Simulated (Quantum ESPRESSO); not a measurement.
# Geometry relaxation, with input and output: TiTe2 (part 2 of 3)

TiTe2 (P-3m1, 3 atoms in the cell); Kohn-Sham DFT of a periodic cell, PBEsol, GBRV 1.5 PBEsol, no spin polarisation (Quantum ESPRESSO 7.5); cutoff 612.26 eV, 8×8×4 k-mesh, fermi-dirac of 0.05 eV. The structure derives from an entry of the Crystallography Open Database.

Geometry of the input (Å; fractional positions):
```
3.7770  0.0000  0.0000
-1.8885  3.2710  0.0000
0.0000  0.0000  6.4330
Te 0.3333  0.6667  0.7372
Te 0.6667  0.3333  0.2628
Ti 0.0000  0.0000  0.0000
```

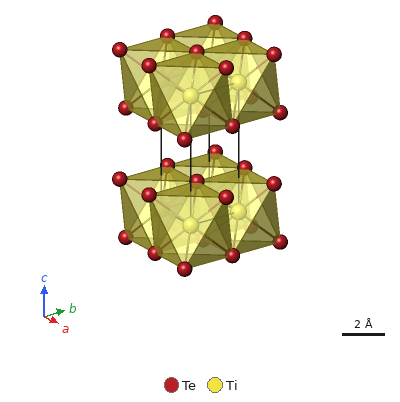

The starting structure (polyhedral view of the cell of the calculation, seen slightly off an axis; polyhedra are completed across the faces of the cell). An atom can appear more than once, as a periodic image.

## The program's output, continued
```
   -49.2673 -25.6573 -25.6367 -25.5882  -3.4477  -2.5106   4.0206   4.2847
     4.8327   5.9334   6.3436   6.9323   8.4154   9.2722   9.3596  10.3512
    11.2707  13.6410  14.4848

          k = 0.1250 0.3608 0.1468 (  2739 PWs)   bands (ev):

   -49.2673 -25.6573 -25.6367 -25.5882  -3.3112  -2.6991   3.8773   4.5109
     5.1761   5.9543   6.2461   6.6313   8.5693   9.0138   9.3672  10.4663
    11.2738  13.4560  14.5687

          k = 0.1250 0.3608-0.2936 (  2744 PWs)   bands (ev):

   -49.2673 -25.6573 -25.6367 -25.5882  -3.0541  -2.9896   3.8955   4.1462
     5.7536   6.0169   6.4421   6.5381   8.4884   9.0662   9.4708  10.2887
    10.5916  13.8740  13.9472

          k = 0.1250 0.5052 0.0000 (  2726 PWs)   bands (ev):

   -49.2665 -25.6669 -25.6405 -25.5858  -2.8419  -2.4500   3.2529   4.3517
     4.9366   5.6889   5.9231   6.1723   8.5619   9.1542   9.4154  10.3897
    10.7480  13.0910  14.2973

          k = 0.1250 0.5052 0.1468 (  2725 PWs)   bands (ev):

   -49.2665 -25.6669 -25.6405 -25.5858  -2.7429  -2.5515   3.2358   3.9053
     5.4060   5.7513   5.9172   6.3195   8.5547   9.0733   9.3348  10.4351
    11.1738  12.7714  14.2208

          k = 0.1250 0.5052-0.2936 (  2730 PWs)   bands (ev):

   -49.2665 -25.6669 -25.6405 -25.5858  -2.7393  -2.5385   3.1778   3.5297
     5.4976   5.6734   6.4705   6.7142   8.2502   9.1376   9.3392  10.3587
    11.3049  12.7243  13.2225

          k = 0.2500 0.4330 0.0000 (  2732 PWs)   bands (ev):

   -49.2665 -25.6621 -25.6453 -25.5858  -2.9049  -2.3920   3.8443   4.2244
     4.7672   5.1260   5.7375   6.3302   8.7598   9.2718   9.4743   9.9631
    10.7887  12.4249  15.7779

          k = 0.2500 0.4330 0.1468 (  2729 PWs)   bands (ev):

   -49.2665 -25.6621 -25.6453 -25.5858  -2.8345  -2.4664   3.7699   3.8542
     5.0244   5.5022   5.6520   6.4218   8.7058   9.1757   9.2840  10.0816
    11.0596  13.2073  14.0275

          k = 0.2500 0.4330-0.2936 (  2720 PWs)   bands (ev):

   -49.2665 -25.6621 -25.6453 -25.5858  -2.6949  -2.6103   3.6541   3.7119
     5.1974   5.3171   6.2776   6.2863   8.7179   8.8662   9.2847  10.3805
    11.0721  13.7497  13.7905

          k = 0.2500 0.5774 0.0000 (  2740 PWs)   bands (ev):

   -49.2662 -25.6624 -25.6506 -25.5848  -2.5544  -2.4275   3.4745   4.3063
     4.5591   5.3699   5.6794   5.7595   8.9059   9.2954   9.4195  10.0680
    10.2422  12.0164  15.9399

          k = 0.2500 0.5774 0.1468 (  2722 PWs)   bands (ev):

   -49.2662 -25.6624 -25.6506 -25.5848  -2.5429  -2.4286   3.4879   3.9889
     4.4814   5.3567   5.8652   6.0915   8.8079   9.1350   9.2627  10.2638
    10.7655  12.7948  14.4579

          k = 0.2500 0.5774-0.2936 (  2714 PWs)   bands (ev):

   -49.2662 -25.6624 -25.6506 -25.5848  -2.5302  -2.4307   3.5091   3.7216
     4.6800   4.9164   6.1776   6.4327   8.6528   9.0649   9.1243  10.6439
    11.3439  13.1859  13.6689

          k = 0.0000 0.1443-0.1468 (  2746 PWs)   bands (ev):

   -49.2691 -25.6332 -25.6283 -25.5940  -4.1923  -3.1524   3.4709   5.7983
     6.2432   6.9561   7.3690   7.9155   8.4803   9.3298   9.4917  10.7381
    10.8019  13.8333  14.8388

          k = 0.0000 0.2887-0.1468 (  2743 PWs)   bands (ev):

   -49.2680 -25.6487 -25.6319 -25.5906  -3.7422  -2.8560   3.7367   5.0693
     5.1975   6.1816   7.4626   7.5264   8.0856   9.3711   9.6458  10.2450
    10.6825  13.0690  13.7986

          k = 0.0000 0.4330-0.1468 (  2724 PWs)   bands (ev):

   -49.2669 -25.6641 -25.6355 -25.5872  -3.1638  -2.5295   3.3217   3.9734
     5.0659   6.0522   7.1099   7.2277   7.8293   9.1653   9.6194  10.2959
    10.8524  12.5052  12.9238

          k =-0.1250 0.3608-0.1468 (  2739 PWs)   bands (ev):

   -49.2673 -25.6573 -25.6367 -25.5882  -3.3486  -2.6440   3.7793   4.3487
     5.1099   5.8761   6.5388   7.1518   8.2856   9.2275   9.6084   9.9989
    10.8933  13.3587  14.2536

          k =-0.1250 0.5052-0.1468 (  2725 PWs)   bands (ev):

   -49.2665 -25.6669 -25.6405 -25.5858  -2.8370  -2.4382   3.1327   3.8571
     5.2355   5.6991   6.2699   6.6047   8.3454   9.1966   9.4579  10.2144
    10.7608  13.0732  13.9138

     the Fermi energy is     7.9426 ev

!    total energy              =    -172.17298420 Ry
     estimated scf accuracy    <          3.2E-11 Ry
     smearing contrib. (-TS)   =      -0.00082432 Ry
     internal energy E=F+TS    =    -172.17215988 Ry

     The total energy is F=E-TS. E is the sum of the following terms:
     one-electron contribution =     -79.96422480 Ry
     hartree contribution      =      47.85443807 Ry
     xc contribution           =     -46.62931216 Ry
     ewald contribution        =     -93.43306099 Ry

     convergence has been achieved in  14 iterations

     negative rho (up, down):  5.604E-04 0.000E+00

     Forces acting on atoms (cartesian axes, Ry/au):

     atom    1 type  1   force =     0.00000000    0.00000000   -0.00057355
     atom    2 type  1   force =     0.00000000    0.00000000    0.00057355
     atom    3 type  2   force =     0.00000000    0.00000000    0.00000000

     Total force =     0.000811     Total SCF correction =     0.000007

     Computing stress (Cartesian axis) and pressure

     negative rho (up, down):  5.604E-04 0.000E+00
          total   stress  (Ry/bohr**3)                   (kbar)     P=      -15.41
  -0.00013015   0.00000000  -0.00000000          -19.15        0.00       -0.00
   0.00000000  -0.00013015  -0.00000000            0.00      -19.15       -0.00
  -0.00000000  -0.00000000  -0.00005390           -0.00       -0.00       -7.93

     BFGS Geometry Optimization
     Energy error            =      6.6E-07 Ry
     Gradient error          =      5.7E-04 Ry/Bohr

     number of scf cycles    =   1
     number of bfgs steps    =   0

     energy             new  =    -172.1729841981 Ry

     new trust radius        =       0.0005735458 bohr
     new conv_thr            =       0.0000000006 Ry

ATOMIC_POSITIONS (alat)
Te              -0.0000000001        0.5773502692        1.2555252414
Te               0.5000000000        0.2886751346        0.4476836546
Ti               0.0000000000        0.0000000000        0.0000000000

     NEW-OLD atomic charge density approx. for the potential

     Check: negative core charge=   -0.000002

     negative rho (up, down):  5.604E-04 0.000E+00

     Self-consistent Calculation

     iteration #  1     ecut=    45.00 Ry     beta= 0.50
     Davidson diagonalization with overlap
     ethr =  1.00E-06,  avg # of iterations =  2.0

     Threshold (ethr) on eigenvalues was too large:
     Diagonalizing with lowered threshold

     Davidson diagonalization with overlap
     ethr =  1.67E-10,  avg # of iterations =  3.7

     negative rho (up, down):  5.605E-04 0.000E+00

     total energy              =    -172.17298477 Ry
     estimated scf accuracy    <       0.00000005 Ry

     iteration #  2     ecut=    45.00 Ry     beta= 0.50
     Davidson diagonalization with overlap
     ethr =  2.24E-10,  avg # of iterations =  2.4

     negative rho (up, down):  5.604E-04 0.000E+00

     total energy              =    -172.17298473 Ry
     estimated scf accuracy    <       0.00000072 Ry

     iteration #  3     ecut=    45.00 Ry     beta= 0.50
     Davidson diagonalization with overlap
     ethr =  2.24E-10,  avg # of iterations =  2.2

     negative rho (up, down):  5.604E-04 0.000E+00

     total energy              =    -172.17298480 Ry
     estimated scf accuracy    <          6.1E-10 Ry

     iteration #  4     ecut=    45.00 Ry     beta= 0.50
     Davidson diagonalization with overlap
     ethr =  2.55E-12,  avg # of iterations =  2.7

     negative rho (up, down):  5.604E-04 0.000E+00

     End of self-consistent calculation

          k = 0.0000 0.0000 0.0000 (  2743 PWs)   bands (ev):

   -49.2696 -25.6268 -25.6268 -25.5953  -4.5253  -2.9500   2.6611   6.2357
     6.2357   8.3180   8.3517   8.3517   8.6411   9.0242   9.0242  11.0429
    11.0429  12.9125  13.8749

          k = 0.0000 0.0000 0.1468 (  2762 PWs)   bands (ev):

   -49.2696 -25.6268 -25.6268 -25.5954  -4.3577  -3.2619   3.3239   6.2691
     6.2691   6.9724   8.3426   8.3426   8.8527   8.8527   8.9572  11.2908
    11.2908  13.1163  14.7754

          k = 0.0000 0.0000-0.2936 (  2738 PWs)   bands (ev):

   -49.2696 -25.6268 -25.6268 -25.5954  -3.9864  -3.7627   4.6560   5.3037
     6.3046   6.3046   8.3353   8.3353   8.6993   8.6993   9.0207  11.5312
    11.5312  13.4331  14.8221

          k = 0.0000 0.1443 0.0000 (  2723 PWs)   bands (ev):

   -49.2692 -25.6332 -25.6283 -25.5939  -4.3524  -2.8649   2.8724   5.8134
     6.2604   7.3038   7.8870   8.2686   8.4148   8.9953   9.2255  10.7256
    11.0251  13.8639  14.6741

          k = 0.0000 0.1443 0.1468 (  2746 PWs)   bands (ev):

   -49.2692 -25.6332 -25.6283 -25.5940  -4.1885  -3.1583   3.4853   5.7553
     6.3369   7.0948   7.3548   7.7422   8.4722   9.1049   9.4196  10.5026
    11.3808  14.0762  15.1531

          k = 0.0000 0.1443-0.2936 (  2746 PWs)   bands (ev):

   -49.2692 -25.6332 -25.6283 -25.5940  -3.8224  -3.6394   4.7904   4.9504
     6.3174   6.4689   7.1235   7.7784   8.4807   9.1704   9.6302  10.5939
    11.1797  14.0959  14.9402

          k = 0.0000 0.2887 0.0000 (  2735 PWs)   bands (ev):

   -49.2681 -25.6487 -25.6319 -25.5906  -3.8695  -2.6553   3.4746   4.8459
     5.5689   6.2867   7.2789   7.4027   8.1600   9.1635   9.2059  10.9497
    11.1658  13.6467  14.5379

          k = 0.0000 0.2887 0.1468 (  2743 PWs)   bands (ev):

   -49.2681 -25.6487 -25.6319 -25.5906  -3.7123  -2.9035   3.8494   4.9961
     5.6281   6.3732   6.6645   7.1390   8.2595   9.1200   9.2272  10.9582
    11.2001  13.8118  14.2891

          k = 0.0000 0.2887-0.2936 (  2746 PWs)   bands (ev):

   -49.2681 -25.6487 -25.6319 -25.5906  -3.3865  -3.2974   4.2651   4.7378
     5.7664   6.2433   6.5303   7.3463   8.2273   9.3856   9.5568  10.2412
    10.7275  13.3168  14.0412

          k = 0.0000 0.4330 0.0000 (  2715 PWs)   bands (ev):

   -49.2670 -25.6641 -25.6355 -25.5872  -3.2120  -2.4807   3.5522   4.3557
     4.6048   6.2409   6.3248   6.9030   8.0267   9.1287   9.3853  10.7123
    11.3388  13.4257  13.6180

          k = 0.0000 0.4330 0.1468 (  2724 PWs)   bands (ev):

   -49.2670 -25.6641 -25.6355 -25.5872  -3.0661  -2.6625   3.4982   4.1346
     5.3426   5.9221   6.1840   6.9949   8.0623   9.1690   9.2598  11.0692
    11.4978  12.4691  13.5958

          k = 0.0000 0.4330-0.2936 (  2742 PWs)   bands (ev):

   -49.2670 -25.6641 -25.6355 -25.5872  -2.9507  -2.7782   3.4330   3.6967
     5.6693   6.0209   6.6699   7.3000   7.8915   9.2264   9.4388  10.6006
    10.8329  12.5888  12.8666

          k = 0.0000-0.5774 0.0000 (  2726 PWs)   bands (ev):

   -49.2666 -25.6705 -25.6370 -25.5857  -2.7464  -2.5401   2.9615   4.2686
     5.1991   5.5183   6.1935   6.7917   7.9734   9.1198   9.4376  10.3726
    11.4012  13.2470  13.5199

          k = 0.0000-0.5774 0.1468 (  2740 PWs)   bands (ev):

   -49.2666 -25.6705 -25.6370 -25.5858  -2.7552  -2.5127   2.8957   3.7472
     5.3559   6.0197   6.2897   7.0853   7.9159   9.1189   9.4287  10.7745
    10.9717  12.3262  13.1264

          k = 0.0000-0.5774-0.2936 (  2724 PWs)   bands (ev):

   -49.2666 -25.6705 -25.6370 -25.5858  -2.7618  -2.4874   2.8811   3.3560
     5.5517   5.9086   7.0278   7.3357   7.6751   9.1172   9.4162  10.5905
    11.5407  12.0136  12.5816

          k = 0.1250 0.2165 0.0000 (  2739 PWs)   bands (ev):

   -49.2684 -25.6435 -25.6316 -25.5915  -4.0238  -2.7159   3.2800   5.2414
     6.0859   6.2076   6.9949   7.8316   8.3144   9.1450   9.3962  10.4954
    11.1602  14.8763  14.9282

          k = 0.1250 0.2165 0.1468 (  2751 PWs)   bands (ev):

   -49.2684 -25.6435 -25.6316 -25.5916  -3.8742  -2.9627   3.7279   5.2967
     5.8350   6.3137   6.9767   7.3107   8.4923   9.1373   9.5067  10.5774
    10.7368  14.4704  14.9370

          k = 0.1250 0.2165-0.2936 (  2748 PWs)   bands (ev):

   -49.2684 -25.6435 -25.6316 -25.5916  -3.5172  -3.4101   4.4904   4.8972
     5.9593   6.4732   6.5769   6.9404   8.5628   9.2180   9.8024  10.2350
    10.4607  14.6648  14.8531

          k = 0.1250 0.3608 0.0000 (  2732 PWs)   bands (ev):

   -49.2673 -25.6573 -25.6367 -25.5882  -3.4475  -2.5102   4.0205   4.2851
     4.8333   5.9341   6.3437   6.9324   8.4155   9.2722   9.3596  10.3510
    11.2702  13.6406  14.4845

          k = 0.1250 0.3608 0.1468 (  2739 PWs)   bands (ev):

   -49.2673 -25.6573 -25.6367 -25.5882  -3.3109  -2.6988   3.8775   4.5114
     5.1763   5.9548   6.2464   6.6315   8.5694   9.0137   9.3673  10.4659
    11.2735  13.4560  14.5679

          k = 0.1250 0.3608-0.2936 (  2744 PWs)   bands (ev):

   -49.2673 -25.6573 -25.6367 -25.5882  -3.0539  -2.9892   3.8959   4.1462
     5.7542   6.0175   6.4422   6.5383   8.4886   9.0662   9.4709  10.2883
    10.5911  13.8730  13.9470

          k = 0.1250 0.5052 0.0000 (  2726 PWs)   bands (ev):

   -49.2666 -25.6669 -25.6405 -25.5858  -2.8417  -2.4496   3.2532   4.3521
     4.9366   5.6895   5.9230   6.1729   8.5620   9.1544   9.4156  10.3893
    10.7475  13.0904  14.2970

          k = 0.1250 0.5052 0.1468 (  2725 PWs)   bands (ev):

   -49.2666 -25.6669 -25.6405 -25.5858  -2.7427  -2.5510   3.2362   3.9055
     5.4059   5.7517   5.9175   6.3199   8.5548   9.0734   9.3350  10.4346
    11.1734  12.7711  14.2204

          k = 0.1250 0.5052-0.2936 (  2730 PWs)   bands (ev):

   -49.2666 -25.6669 -25.6405 -25.5858  -2.7392  -2.5380   3.1782   3.5297
     5.4979   5.6736   6.4711   6.7144   8.2503   9.1378   9.3394  10.3582
    11.3044  12.7237  13.2222

          k = 0.2500 0.4330 0.0000 (  2732 PWs)   bands (ev):

   -49.2666 -25.6621 -25.6453 -25.5858  -2.9046  -2.3916   3.8446   4.2248
     4.7670   5.1266   5.7377   6.3304   8.7600   9.2721   9.4743   9.9628
    10.7882  12.4242  15.7769

          k = 0.2500 0.4330 0.1468 (  2729 PWs)   bands (ev):

   -49.2666 -25.6621 -25.6453 -25.5858  -2.8343  -2.4660   3.7701   3.8545
     5.0247   5.5025   5.6523   6.4220   8.7060   9.1756   9.2843  10.0813
    11.0592  13.2069  14.0267

          k = 0.2500 0.4330-0.2936 (  2720 PWs)   bands (ev):

   -49.2666 -25.6621 -25.6453 -25.5858  -2.6949  -2.6097   3.6543   3.7122
     5.1981   5.3171   6.2775   6.2869   8.7180   8.8661   9.2850  10.3804
    11.0716  13.7485  13.7908

          k = 0.2500 0.5774 0.0000 (  2740 PWs)   bands (ev):

   -49.2662 -25.6624 -25.6506 -25.5848  -2.5541  -2.4271   3.4748   4.3066
     4.5594   5.3700   5.6796   5.7598   8.9063   9.2956   9.4196  10.0676
    10.2417  12.0155  15.9387

          k = 0.2500 0.5774 0.1468 (  2722 PWs)   bands (ev):

   -49.2662 -25.6624 -25.6506 -25.5848  -2.5426  -2.4282   3.4882   3.9892
     4.4817   5.3569   5.8654   6.0917   8.8082   9.1351   9.2628  10.2636
    10.7652  12.7942  14.4573

          k = 0.2500 0.5774-0.2936 (  2714 PWs)   bands (ev):

   -49.2662 -25.6624 -25.6506 -25.5848  -2.5300  -2.4303   3.5096   3.7217
     4.6807   4.9161   6.1777   6.4330   8.6529   9.0649   9.1245  10.6439
    11.3438  13.1853  13.6685

          k = 0.0000 0.1443-0.1468 (  2746 PWs)   bands (ev):

   -49.2692 -25.6332 -25.6283 -25.5940  -4.1920  -3.1521   3.4709   5.7994
     6.2442   6.9560   7.3690   7.9160   8.4805   9.3300   9.4916  10.7376
    10.8010  13.8335  14.8384

          k = 0.0000 0.2887-0.1468 (  2743 PWs)   bands (ev):

   -49.2681 -25.6487 -25.6319 -25.5906  -3.7419  -2.8557   3.7368   5.0695
     5.1983   6.1823   7.4633   7.5263   8.0857   9.3712   9.6457  10.2448
    10.6817  13.0685  13.7978

          k = 0.0000 0.4330-0.1468 (  2724 PWs)   bands (ev):

   -49.2670 -25.6641 -25.6355 -25.5872  -3.1636  -2.5291   3.3219   3.9734
     5.0664   6.0528   7.1100   7.2285   7.8293   9.1655   9.6197  10.2953
    10.8516  12.5045  12.9235

          k =-0.1250 0.3608-0.1468 (  2739 PWs)   bands (ev):

   -49.2673 -25.6573 -25.6367 -25.5882  -3.3484  -2.6436   3.7795   4.3488
     5.1106   5.8766   6.5393   7.1518   8.2857   9.2276   9.6085   9.9986
    10.8928  13.3579  14.2532

          k =-0.1250 0.5052-0.1468 (  2725 PWs)   bands (ev):

   -49.2666 -25.6669 -25.6405 -25.5858  -2.8367  -2.4378   3.1330   3.8572
     5.2358   5.6994   6.2704   6.6048   8.3456   9.1968   9.4581  10.2139
    10.7602  13.0726  13.9135

     the Fermi energy is     7.9427 ev

!    total energy              =    -172.17298480 Ry
     estimated scf accuracy    <          9.5E-11 Ry
     smearing contrib. (-TS)   =      -0.00082482 Ry
     internal energy E=F+TS    =    -172.17215998 Ry

     The total energy is F=E-TS. E is the sum of the following terms:
     one-electron contribution =     -79.94817838 Ry
     hartree contribution      =      47.84640096 Ry
     xc contribution           =     -46.62907039 Ry
     ewald contribution        =     -93.44131217 Ry

     convergence has been achieved in   4 iterations

     negative rho (up, down):  5.604E-04 0.000E+00

     Forces acting on atoms (cartesian axes, Ry/au):

     atom    1 type  1   force =    -0.00000000   -0.00000000   -0.00046856
     atom    2 type  1   force =     0.00000000    0.00000000    0.00046856
     atom    3 type  2   force =     0.00000000    0.00000000    0.00000000

     Total force =     0.000663     Total SCF correction =     0.000015

     Computing stress (Cartesian axis) and pressure
```
